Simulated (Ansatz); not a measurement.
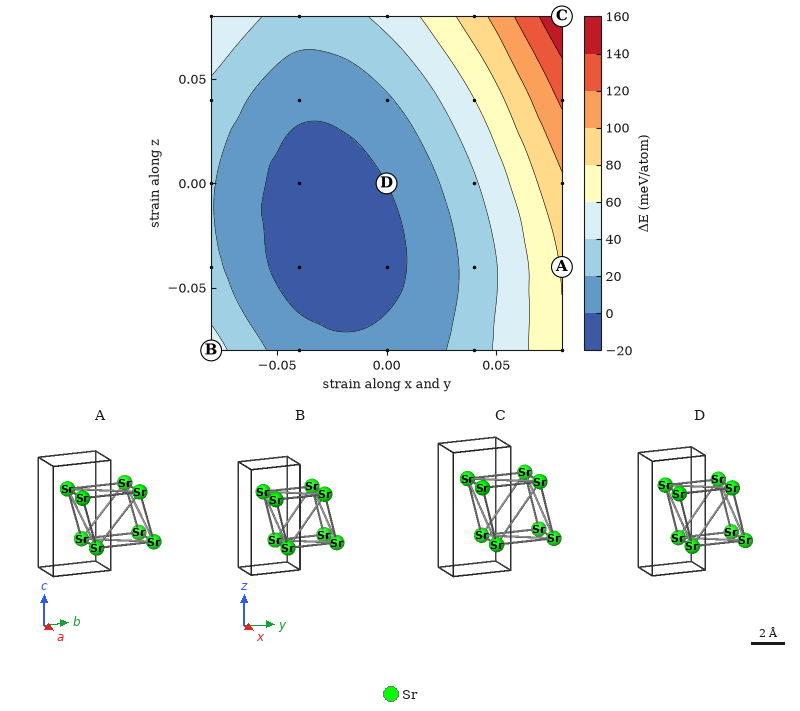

A scan of a crystal of Sr (P6_3/mmc): the cell is strained equally along x and y and separately along z, with the atoms kept at their fractional coordinates. x, y and z are the Cartesian axes of the input. The map is interpolated between the computed points (dots). The lettered frames are marked on it. A ball-and-stick model of the cell of the calculation, repeated 2 × 2 × 1 with one cell outlined, seen slightly off an axis.

Computed with DFT PBEsol, scalar-relativistic, plane waves, PAW in Ansatz. (plane-wave cutoff 420 eV; k-point mesh 12 × 12 × 8; occupations gaussian; smearing width 0.15 eV; no spin polarisation). Energies (free energies at the smearing named) are counted from the cell as listed in its source, which wasn't relaxed.

Describe the energy landscape.

In pairs of (strain along x and y; strain along z): the lowest computed points lie at (−0.040, −0.040), (−0.040, 0.000) (−8.6 meV/atom), the highest at (0.080, 0.080) (157.8 meV/atom). The valley is tilted: raising the in-plane strain is made harder by raising the strain along z (cross term 0.25 of the geometric mean of the two curvatures). Over the ranges scanned the energy rises more along the first axis, the in-plane strain. The pressure runs from −2.3 GPa at (0.080, 0.080) to 2.6 GPa at (−0.080, −0.080). The frames lie at A (0.080, −0.040): 81.4 meV/atom, B (−0.080, −0.080): 47.9 meV/atom, C (0.080, 0.080): 157.8 meV/atom, D (0.000, 0.000): 0.0 meV/atom.

The computed points:

Rows: strain along x and y; columns: strain along z; values in meV/atom.

|  | −0.080 | −0.040 | 0.000 | 0.040 | 0.080 |
| --- | --- | --- | --- | --- | --- |
| −0.080 | 47.9 | 25.0 | 21.5 | 33.7 | 59.0 |
| −0.040 | 8.7 | −8.6 | −8.6 | 5.5 | 31.3 |
| 0.000 | 5.7 | −5.0 | 0.0 | 17.7 | 45.9 |
| 0.040 | 31.2 | 27.3 | 37.7 | 59.7 | 91.0 |
| 0.080 | 78.8 | 81.4 | 96.8 | 123.1 | 157.8 |
